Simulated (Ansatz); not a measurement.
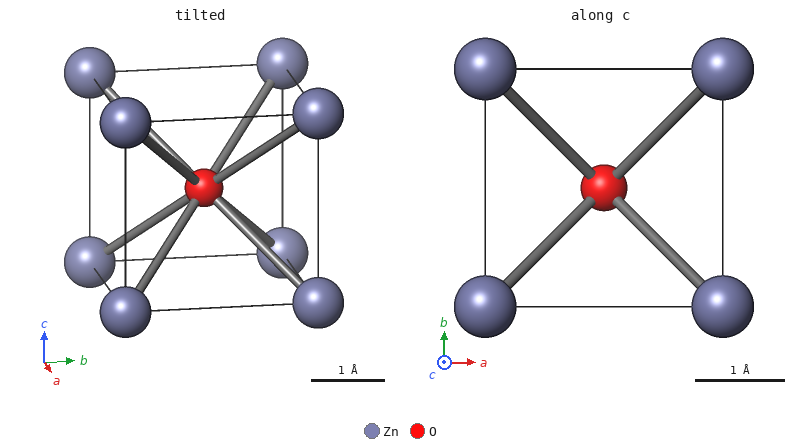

An orthographic ball-and-stick view of the structure, slightly off an axis and along the c axis. The conventional unit cell is outlined; an atom on or near a face, edge or corner is repeated at each equivalent position. Cell: a = 2.69 Å, b = 2.69 Å, c = 2.69 Å, α = 90.00°, β = 90.00°, γ = 90.00°.

The model was built from a structure type filled with these elements by a generator (whether the compound takes this form wasn't checked). Earlier steps of the study may have refined or changed the cell and positions. It was run through Ansatz as a DFT input.

Question: Characterise what is shown.

Answer: The solid is ZnO. Space group: Pm-3m (No. 221). Lattice: primitive cubic. The structure is of the kind named caesium chloride (CsCl, B2) type. The cell has 2 atoms, namely 1 Zn, 1 O. Around each Zn lie eight O in a cubic arrangement at about 2.3 Å. The neighbours of O are eight Zn in a cubic arrangement at about 2.3 Å. The bonds build a three-dimensional framework.

Method used: Ansatz, DFT PBE, scalar-relativistic, plane waves, PAW. It ran with 420 eV cutoff, the zone sampled with 20×20×20 points, Gaussian smearing of 0.1 eV, no spin polarisation.

Question: Metal or not?

Answer: A metal: bands cross the Fermi level.

Question: What charge does Bader's analysis assign to each element?

Answer: Zn +1.19 e; O -1.19 e.

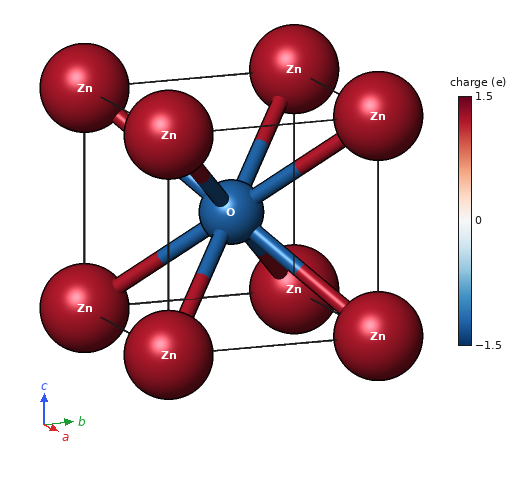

The atoms coloured by those charges. The run's cell of 2 atoms is drawn.

Question: Is this an equilibrium geometry for the method given?

Answer: Yes. All forces vanish to within 0.01 eV/Å. The pressure is 0.0 GPa, close to zero.
